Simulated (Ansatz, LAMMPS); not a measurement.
# Glassy 57SiO2-27Al2O3-16BaO (mol %) (149 atoms): where an added charge goes, part 2 of 4

Aim: add and remove one electron in glassy 57SiO2-27Al2O3-16BaO (mol %) (149 atoms), with atoms held and relaxed, and read trapping energy and localisation.

Ansatz 0.2.0; Kohn-Sham DFT, PBE, PAW (set soft_1), plane waves.

The cell: 25 Si, 24 Al, 7 Ba and 93 O. The quench rate of 25 K/ps is many orders above laboratory rates. The starting topology of bonds comes from the classical model. Sampling is at Γ alone, for a cell whose shortest periodic width is 13 Å. No spin–orbit coupling is included.

So far. Step 2 (Single point at the start): The r.m.s. force at the start is 1.3 eV/Å. Step 3 (Relaxation): The relaxation converged after 27 steps, 12.2 eV below its start, with a largest force component of 0.026 eV/Å.

## (4) Single point at the relaxed geometry

One more single point at the end of the walk gives the fuller output and checks the residual forces.

Input file input.yaml:

```yaml
crystal:
  lattice:
    - [12.9793, 0.0, 0.0]
    - [0.0, 12.9793, 0.0]
    - [0.0, 0.0, 12.9793]
  atoms:
    - { symbol: Si, position: [0.66546, 0.40821, 0.76741] }
    - { symbol: Si, position: [0.92079, 0.84588, 0.48445] }
    - { symbol: Si, position: [0.91052, 0.62013, 0.15033] }
    - { symbol: Si, position: [0.85634, 0.48508, 0.3219] }
    - { symbol: Si, position: [0.17978, 0.51499, 0.55215] }
    - { symbol: Si, position: [0.41609, 0.55723, 0.8891] }
    [... 137 atom lines left out ...]
    - { symbol: O, position: [0.4794, 0.74919, 0.29159] }
    - { symbol: O, position: [0.9762, 0.88469, 0.58896] }
    - { symbol: O, position: [0.29432, 0.80901, 0.31222] }
    - { symbol: O, position: [0.08787, 0.59371, 0.52256] }
    - { symbol: O, position: [0.67063, 0.74786, 0.36761] }
    - { symbol: O, position: [0.97183, 0.52792, 0.37023] }
kpoints:
  mp_grid: { grid: [1, 1, 1] }
hamiltonian:
  xc: pbe
  pseudopotentials: { kind: paw, azcp: { folder: soft_1 } }
scf:
  occupations: { method: fermi_dirac, width: 0.05 }
output:
  forces: true
  stress: true
  populations: true
  dos:
    method: { smearing: { sigma: 0.08 } }
    de: 0.1
    projected: { site_lists: { Al: [Al], Ba: [Ba], O: [O], Si: [Si] } }
  eigenvalues: true
  write_density: true
  write_potential: true
  volumetric_format: npy
```

Command:

```sh
> ansatz run input.yaml --threads 8 --pin off --max-ram 15872MiB --backend cpu --events-out ev --progress --plain --runs-dir out
```

Numbers of over 12 decimals in the logs are rounded to 6 here.

The program printed:

```text
[...]
Crystal: 149 atoms, lattice volume = 2186.522 Å³
Basis set: ecut = 420 eV, 42931 PW (Γ), exchange–correlation on 180×180×180 points (8 copies of the dense FFT grid, shifted against one another)
Bands: 549, of which v1, the nominal top of the filled ones, is band 400 counted from 1 (399 counted from 0)
Symmetry: 1 space group operations
[...]
k-points: 1
[...]
SCF iter   1: F=—  HF=-123485.276867 eV  |F-HF|=—  |Δ(HF+E_count)|=         —  Δρ=1.01e-1  dr2=2.65e2  ethr=3.10e-3  ⟨swp⟩=8.0  Hψ=2912  notcnv=0  defer=127
[...]
SCF iter  13: F=-123406.306680 eV  HF=-123406.306680 eV  |F-HF|=3.10e-8  |Δ(HF+E_count)|=   5.47e-7  Δρ=1.54e-6  dr2=7.10e-8  ethr=1.25e-11  ⟨swp⟩=28.0  Hψ=6246  notcnv=0
SCF 1 converged in 13 iterations: F = -123406.306680 eV  dr2 = 7.10e-8
[...]
WARN: The input density's exchange-correlation potential varies sharply where the density is thin. Do not read a vacuum level from v_tot or v_xc, or from such a field of the output density. On a cell that repeats whose density bears no net charge and no dipole along the vacuum's axis use v_es (v_loc + v_h of the components); [...]
SCF converged after 13 iterations
Free energy (F): -123406.306680 eV
[...]
Internal energy: -123406.306680 eV  (E = F + TS)
E sigma→0 (E₀):  -123406.306680 eV
Fermi energy:    5.339917 eV
[...]
--- Forces (eV/Å), atoms counted from 1 ---
  atom   1  Si     0.00067260    -0.00852390     0.00125075
  atom   2  Si    -0.02394206    -0.02086746     0.00168544
  atom   3  Si     0.00790087     0.00853392     0.01175110
  atom   4  Si    -0.00005040     0.00700735    -0.00290791
  atom   5  Si     0.00837521     0.00028937     0.00679004
  atom   6  Si    -0.00123484     0.01060326     0.00145706
  atom   7  Si     0.00293634    -0.01087808    -0.00611379
  atom   8  Si    -0.00933508    -0.00287506    -0.00223994
  atom   9  Si     0.00959867     0.01206002     0.00886288
  atom  10  Si     0.00754431     0.01508587     0.00473569
  atom  11  Si     0.00655794    -0.01133039     0.00119972
  atom  12  Si    -0.00064599     0.01330877     0.00216424
  atom  13  Si     0.00398861     0.00184600     0.01001064
  atom  14  Si    -0.00706780    -0.02627801    -0.01193094
[...]
atom 148  O      0.00386759    -0.00102403     0.00279704
  atom 149  O      0.00434634    -0.00686896    -0.00838814
  max |Σ_I F_I| component: 1.06e-4 eV/Å
--- Stress (GPa, compression-positive) ---
        0.549411      -0.087765       0.008647
       -0.087763      -0.962399      -0.505765
        0.008645      -0.505766       0.826627
  P = ⅓ Tr σ = 0.1379 GPa (1.379 kbar)
--- Band table (eV) ---
[...]
--- Löwdin populations: 149 sites ---
  site symbol       q [e]
     0     Si      2.3068
     1     Si      2.4227
     2     Si      2.3015
[...]
148      O      6.8044
  spilling = 0.011758 (of n_electrons = 800.000000)
```

Elapsed: 37 s, on 8 threads of AMD EPYC 7B13 (Zen 3), shared host; peak memory 3.4 GiB; 4.3 min of CPU time.

The program notes that the exchange-correlation potential is rough where the density is thin.

The run gave:

* free energy: -123406.3067 eV
* free energy per atom: -828.2302 eV/atom
* SCF cycles: 13
* pressure: 0.1379 GPa
* r.m.s. force component: 0.00713 eV/Å
* longest force: 0.0318 eV/Å
* Fermi energy: 5.34 eV
* gap (highest filled to lowest empty level): 3.886 eV
* spilling of the projection: 0.01176

Löwdin charges by element (they lack the spilled electrons, 0.063 e an atom on average):

```csv
element,coordination,atoms,mean charge (e),spread,least,most
Al,all,24,1.33,0.0424,1.18,1.39
Ba,all,7,1.93,0.0196,1.90,1.97
O,all,93,-0.831,0.0583,-0.992,-0.724
Si,all,25,1.65,0.0313,1.58,1.70
```

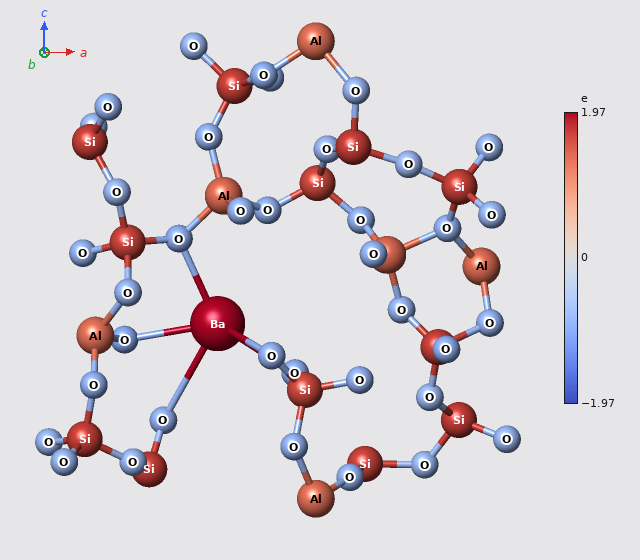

Atoms coloured by Löwdin charge. Drawn is a slice 4 Å thick, seen along the normal of the ac plane.

States in the cell by windows of 1 eV, zero at the Fermi level; the larger projections on atomic orbitals stand beside the total:

```csv
from (eV),to (eV),total,O p,Al p,Si p,Ba p
-18,-17,4.1,0.0,0.4,0.2,0.0
-17,-14,0.0,0.0,0.0,0.0,0.0
-14,-13,14.0,0.4,0.1,0.1,13.4
-13,-12,28.0,1.1,0.2,0.1,26.2
-12,-11,2.9,1.8,0.0,0.1,0.0
-11,-10,10.3,6.6,0.1,0.5,0.0
-10,-9,25.1,17.0,0.5,1.3,0.1
-9,-8,31.4,22.9,0.8,2.7,0.1
-8,-7,49.5,38.0,2.1,4.8,0.1
-7,-6,66.6,53.0,3.8,6.1,0.2
-6,-5,76.6,64.7,4.0,3.2,0.3
-5,-4,107.7,97.6,2.8,2.3,0.4
-4,-3,125.8,118.5,1.7,1.5,0.4
-3,-2,60.4,58.0,0.7,0.4,0.1
-2,-1,1.7,1.7,0.0,0.0,0.0
-1,1,0.0,0.0,0.0,0.0,0.0
1,2,2.0,0.0,0.0,0.0,0.0
2,3,2.1,0.1,0.2,0.1,0.0
3,4,33.9,2.1,4.3,1.9,0.0
4,5,51.0,3.5,7.9,4.0,0.1
```

The curve was stored every 0.10 eV, coarse against its broadening of 0.08 eV, so these counts are rough.

Between -26 and -18 eV lie 182 more states.

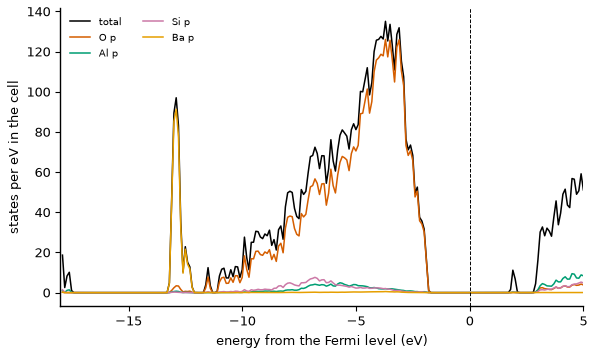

Total and projected density of states, with the broadening of the input.

The levels nearest the highest filled one (over half full), pooled over k-points and spins:

```csv
level less the highest filled one (eV),occupation
-0.262,2
-0.202,2
-0.159,2
-0.106,2
-0.0106,2
0,2
3.89,0
4.95,0
5.08,0
5.09,0
5.15,0
5.23,0
```

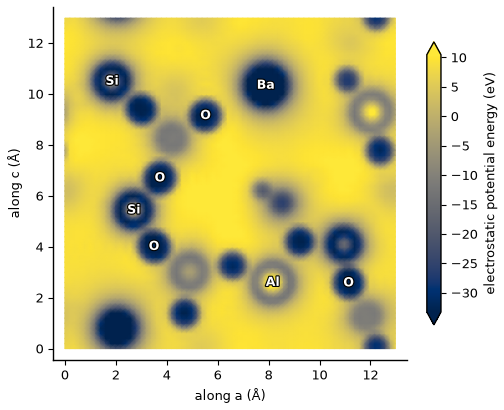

Electrostatic potential energy in the ac plane at fractional y = 0.246, with atoms of Si and Al and Ba and O within 0.2 Å of it. With pseudopotentials it is smooth inside the atoms' cores, unlike the true potential. The map starts off the cell's origin, so that atoms lie inside it.

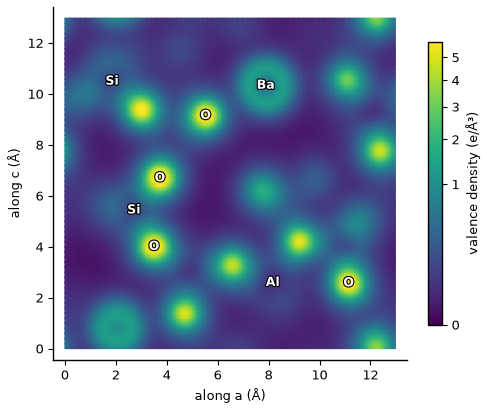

Valence density in the ac plane at fractional y = 0.246, with atoms of Si and Al and Ba and O within 0.2 Å of it. It is the smooth field of the valence electrons, not physical close to the nuclei. The map starts off the cell's origin, so that atoms lie inside it. The colour scale is stretched toward low values.

The highest filled and lowest empty levels differ by 3.89 eV (at Γ alone); a semilocal functional tends to put such gaps too low. In a disordered cell it changes from sample to sample, and tail or defect levels can set it. Mean Löwdin charges: Al +1.33, Ba +1.93, O -0.83, Si +1.65 e (they miss 1.2 % of the electrons, so they add up to more than the cell's charge).

## (5) An extra electron, atoms held

The electron count changes by one with the atoms held: a vertical process, on a uniform background, with spin and a narrow Fermi–Dirac smearing. Its energy against the neutral cell hangs on the program's zero of potential.

input.yaml, the sections that differ from step 4:

```yaml
crystal:
  lattice:
    - [12.9793, 0.0, 0.0]
    - [0.0, 12.9793, 0.0]
    - [0.0, 0.0, 12.9793]
  atoms:
    [... the 149 atom lines of step 4 ...]
total_charge: -1
scf:
  occupations: { method: fermi_dirac, width: 0.01 }
  lower_state_search: "off"
magnetization:
  spin_polarized: true
  initial_magnetization: 1
# kpoints, hamiltonian, output: as in step 4
```

The program printed:

```text
[...]
Crystal: 149 atoms, lattice volume = 2186.522 Å³
Basis set: ecut = 420 eV, 42931 PW (Γ), exchange–correlation on 180×180×180 points (8 copies of the dense FFT grid, shifted against one another)
Bands: 550, of which v1, the nominal top of the filled ones, is band 401 counted from 1 (400 counted from 0)
Symmetry: 1 space group operations
[...]
k-points: 1
[...]
Starting moments: Σ|m| = 1 μB on 149 of 149 sites
[...]
SCF iter   1: F=—  HF=-123477.380955 eV  |F-HF|=—  |Δ(HF+E_count)|=         —  Δρ=4.93e-2 (↑4.89e-2 ↓4.93e-2)  dr2=2.65e2  dr2_m=4.24e-2  M=1.000 μB ∫|m|=1.037 μB  β_m=1.00  ethr=3.10e-3  ⟨swp⟩=8.0  Hψ=5818  notcnv=0  defer=258
[...]
spin=Collinear: Resta preconditioning applied to the charge; magnetization (m = ρ↑ − ρ↓) channel mixes plain (no charge-response kernel on spin).
SCF iter   2: F=—  HF=-123424.554798 eV  |F-HF|=—  |Δ(HF+E_count)|=         —  Δρ=2.43e-2 (↑2.43e-2 ↓2.43e-2)  dr2=8.90e1  dr2_m=6.31e-3  M=1.000 μB ∫|m|=1.052 μB  β_m=0.30  ethr=3.10e-3  ⟨swp⟩=2.5  Hψ=2071  notcnv=0  defer=286
[...]
SCF iter   8: F=—  HF=-123399.038248 eV  |F-HF|=—  |Δ(HF+E_count)|=   2.90e-2  Δρ=4.32e-4 (↑4.32e-4 ↓4.20e-4)  dr2=1.03e-2  dr2_m=1.61e-3  M=0.414 μB ∫|m|=0.448 μB  β_m=0.30  ethr=3.73e-6  ⟨swp⟩=6.0  Hψ=1645  notcnv=0  defer=286
[...]
spin-set hold released at iteration 8 (site moments contracting): the magnetisation degrees of freedom join the quasi-Newton model from the next iteration; the mixer history was flushed
SCF iter   9: F=—  HF=-123399.044840 eV  |F-HF|=—  |Δ(HF+E_count)|=   6.59e-3  Δρ=3.26e-4 (↑3.26e-4 ↓3.10e-4)  dr2=6.43e-3  dr2_m=9.15e-4  M=0.364 μB ∫|m|=0.394 μB  β_m=0.65  ethr=1.29e-6  ⟨swp⟩=3.0  Hψ=1529  notcnv=0  defer=286
SCF iter  10: F=—  HF=-123399.057779 eV  |F-HF|=—  |Δ(HF+E_count)|=   1.29e-2  Δρ=7.08e-5 (↑7.08e-5 ↓6.90e-5)  dr2=7.36e-4  dr2_m=5.37e-5  M=0.153 μB ∫|m|=0.170 μB  β_m=0.82  ethr=8.03e-7  ⟨swp⟩=5.0  Hψ=1653  notcnv=0  defer=286
[...]
SCF iter  16: F=-123399.060127 eV  HF=-123399.060127 eV  |F-HF|=4.36e-8  |Δ(HF+E_count)|=   2.46e-7  Δρ=8.78e-7 (↑8.51e-7 ↓8.78e-7)  dr2=7.08e-8  dr2_m=1.07e-9  M=-0.000 μB ∫|m|=0.000 μB  β_m=0.86  ethr=1.25e-11  ⟨swp⟩=31.0  Hψ=11785  notcnv=0
SCF iter  17: F=-123399.060127 eV  HF=-123399.060127 eV  |F-HF|=3.22e-9  |Δ(HF+E_count)|=   6.94e-8  Δρ=5.61e-7 (↑5.61e-7 ↓5.60e-7)  dr2=2.54e-8  dr2_m=1.54e-10  M=-0.000 μB ∫|m|=0.000 μB  ethr=8.83e-12  ⟨swp⟩=6.5  Hψ=6536  notcnv=0
WARN: the starting moments were not kept: the SCF closed with an absolute magnetisation of 1.8e-4 μB, where they sum to 1 μB in size (149 sites). That is at most 0.1 of that sum. Measured as dr2_m measures the in/out step, that magnetisation stands 7.6e-11 eV from none, [...]
SCF 1 converged in 17 iterations: F = -123399.060127 eV  dr2 = 2.54e-8
[...]
SCF converged after 17 iterations
Magnetization: -0.0002 μB (400.4999 up, 400.5001 down)
Absolute magnetization: 0.0002 μB (∫|ρ↑−ρ↓|, with the PAW one-centre terms)
[...]
Per-site moments (μB) at R_I (Å): [(-3.026166821546716e-7, 0.672569), (-1.0219977246819044e-7, 0.666538), (-1.22990684525249e-7, 0.657805), (-9.998060475948514e-8, 0.661013), (-2.720256184126519e-7, 0.666990), [...]
Free energy (F): -123399.060127 eV
[...]
Internal energy: -123399.046264 eV  (E = F + TS)
E sigma→0 (E₀):  -123399.053195 eV
Entropy (-TS):   -0.013863 eV (-0.093 meV/atom)
Fermi energy:    7.252026 eV
[...]
Σ components = -123399.060127   (vs F -123399.060127, Δ=0.00e0)
--- Forces (eV/Å), atoms counted from 1 ---
  atom   1  Si     0.03583612    -0.00579884    -0.03326902
  atom   2  Si     0.07416382     0.02626234     0.01471961
  atom   3  Si     0.05941121     0.03537685     0.04900692
  atom   4  Si     0.05900419    -0.00929416     0.03491625
[...]
atom 149  O     -0.04661078    -0.00510263    -0.04171296
  max |Σ_I F_I| component: 1.15e-4 eV/Å
--- Stress (GPa, compression-positive) ---
        0.655497      -0.085105      -0.005210
       -0.085102      -0.858381      -0.495567
       -0.005213      -0.495568       0.941842
  P = ⅓ Tr σ = 0.2463 GPa (2.463 kbar)
--- Band table (eV) ---
[...]
--- Löwdin populations: 149 sites ---
  site symbol       q [e]    m [muB]
     0     Si      2.3148    -0.0000
     1     Si      2.4260    -0.0000
     2     Si      2.3080    -0.0000
[...]
148      O      6.8061    -0.0000
  spilling = 0.011804 (of n_electrons = 801.000000)
```

Run time: 66 s. Hardware: 8 threads; peak memory 5.9 GiB.

The program notes that starting moments were not kept.

An extra electron, atoms held: the energy stands 7.25 eV above that of the reference. An odd electron should give 1 μB; this run ended with the carrier shared between both spins.

The levels nearest the highest filled one (over half full), pooled over k-points and spins:

```csv
level less the highest filled one (eV),occupation
-3.91,1
-3.91,1
0,0.5
0,0.5
1.08,0
1.08,0
1.19,0
1.19,0
```

## (6) An extra electron, atoms relaxed

The atoms now respond to the charge; the energy gained comes from screening by the atoms, from trapping if the charge localises, and from any strain left in the reference.

input.yaml, the sections that differ from step 5:

```yaml
output:
  forces: true
relax:
  f_tol: 0.05
  max_steps: 90
# crystal, total_charge, kpoints, hamiltonian, scf, magnetization: as in step 5
```

The program printed:

```text
[...]
Crystal: 149 atoms, lattice volume = 2186.522 Å³
Basis set: ecut = 420 eV, 42931 PW (Γ), exchange–correlation on 180×180×180 points (8 copies of the dense FFT grid, shifted against one another)
Bands: 550, of which v1, the nominal top of the filled ones, is band 401 counted from 1 (400 counted from 0)
Symmetry: 1 space group operations
[...]
k-points: 1
[...]
Starting moments: Σ|m| = 1 μB on 149 of 149 sites
[...]
SCF iter   1: F=—  HF=-123477.380954 eV  |F-HF|=—  |Δ(HF+E_count)|=         —  Δρ=4.93e-2 (↑4.89e-2 ↓4.93e-2)  dr2=2.65e2  dr2_m=4.24e-2  M=1.000 μB ∫|m|=1.037 μB  β_m=1.00  ethr=3.10e-3  ⟨swp⟩=8.0  Hψ=5818  notcnv=0  defer=258
[...]
SCF iter   2: F=—  HF=-123424.554801 eV  |F-HF|=—  |Δ(HF+E_count)|=         —  Δρ=2.43e-2 (↑2.43e-2 ↓2.43e-2)  dr2=8.90e1  dr2_m=6.31e-3  M=1.000 μB ∫|m|=1.052 μB  β_m=0.30  ethr=3.10e-3  ⟨swp⟩=2.5  Hψ=2071  notcnv=0  defer=286
[...]
SCF iter   8: F=—  HF=-123399.039067 eV  |F-HF|=—  |Δ(HF+E_count)|=   2.98e-2  Δρ=4.31e-4 (↑4.31e-4 ↓4.19e-4)  dr2=1.03e-2  dr2_m=1.61e-3  M=0.414 μB ∫|m|=0.449 μB  β_m=0.30  ethr=3.73e-6  ⟨swp⟩=4.0  Hψ=1715  notcnv=0  defer=286
[...]
SCF iter  13: F=-123399.060123 eV  HF=-123399.060116 eV  |F-HF|=7.23e-6  |Δ(HF+E_count)|=   4.58e-5  Δρ=7.81e-6 (↑7.81e-6 ↓6.76e-6)  dr2=4.26e-6  dr2_m=4.01e-7  M=0.010 μB ∫|m|=0.012 μB  ethr=2.28e-9  ⟨swp⟩=1.5  Hψ=2731  notcnv=0
[...]
SCF 1 converged in 13 iterations: F = -123399.060123 eV  dr2 = 4.26e-6
[...]
relax step   1: F+E_penalty+E_count = -123399.06012301 eV  Δ(F+E_penalty+E_count) = +0.000e0 eV  max|allowed force component| = 1.181e-1 eV/Å  Δτ_max = 0.0000 Å  (13 SCF iters, dr2 threshold 6.25e-5 eV, accepted)
[...]
relax step   2: F+E_penalty+E_count = -123399.04519037 eV  Δ(F+E_penalty+E_count) = +1.493e-2 eV  max|allowed force component| = 2.481e-1 eV/Å  Δτ_max = 0.0641 Å  (16 SCF iters, rejected (line search))
[...]
relax step   3: F+E_penalty+E_count = -123399.06827980 eV  Δ(F+E_penalty+E_count) = -8.157e-3 eV  max|allowed force component| = 5.335e-2 eV/Å  Δτ_max = 0.0202 Å  (16 SCF iters, accepted)
[...]
relax step   4: F+E_penalty+E_count = -123399.07041761 eV  Δ(F+E_penalty+E_count) = -2.138e-3 eV  max|allowed force component| = 2.966e-2 eV/Å  Δτ_max = 0.0092 Å  (13 SCF iters, accepted)
SCF converged after 13 iterations
Magnetization: 0.0000 μB (400.5000 up, 400.5000 down)
Absolute magnetization: 0.0000 μB (∫|ρ↑−ρ↓|, with the PAW one-centre terms)
[...]
Per-site moments (μB) at R_I (Å): [(5.85329662606088e-11, 0.673000), (6.270686137291757e-10, 0.666553), (4.3233629593798535e-10, 0.657759), (4.4404437889039e-10, 0.661293), (-5.569157024938283e-11, 0.667293), [...]
Free energy (F): -123399.070418 eV
[...]
Internal energy: -123399.056555 eV  (E = F + TS)
E sigma→0 (E₀):  -123399.063486 eV
Entropy (-TS):   -0.013863 eV (-0.093 meV/atom)
Fermi energy:    7.235218 eV
[...]
Σ components = -123399.070418   (vs F -123399.070418, Δ=0.00e0)
--- Forces (eV/Å), atoms counted from 1 ---
  atom   1  Si     0.00768817    -0.00466305    -0.01196888
  atom   2  Si     0.01456373     0.00150235    -0.01194199
  atom   3  Si     0.01981093     0.01332939     0.02030140
  atom   4  Si     0.02710113     0.00183860     0.01009381
[...]
atom 149  O     -0.01535381     0.00221616    -0.00506166
  max |Σ_I F_I| component: 1.72e-4 eV/Å
--- Relaxed structure (4 steps of the walk, 3 accepted, 0 SCFs on fresh bases) ---
  F+E_penalty+E_count = -123399.07041761 eV   max|allowed force component| = 2.966e-2 eV/Å
  atoms:
    - { symbol: Si, position: [0.665428, 0.408389, 0.767488] }
    - { symbol: Si, position: [0.920326, 0.845791, 0.484843] }
    - { symbol: Si, position: [0.910573, 0.620305, 0.150316] }
    - { symbol: Si, position: [0.856571, 0.485163, 0.321850] }
[...]
- { symbol: O, position: [0.972058, 0.528048, 0.370083] }
```

Run time: 2.2 min. Hardware: 8 threads; peak memory 5.7 GiB.

The relaxation converged after 4 steps, 0.0103 eV below its start, with a largest force component of 0.030 eV/Å.

An extra electron, atoms relaxed: the energy stands 7.24 eV above that of the reference. An odd electron should give 1 μB; this run ended with the carrier shared between both spins.

[end of part 2 of 4]

[Logs are printed without paths, hosts, clocks, repeated set-up lines and the standing remarks that a program may print on its own settings, such as how far it seeks lower states.]

[Hosts, paths, dates, database ids (printed as entryN), source tags and the programs' standing remarks are cut or masked in the printed files.]
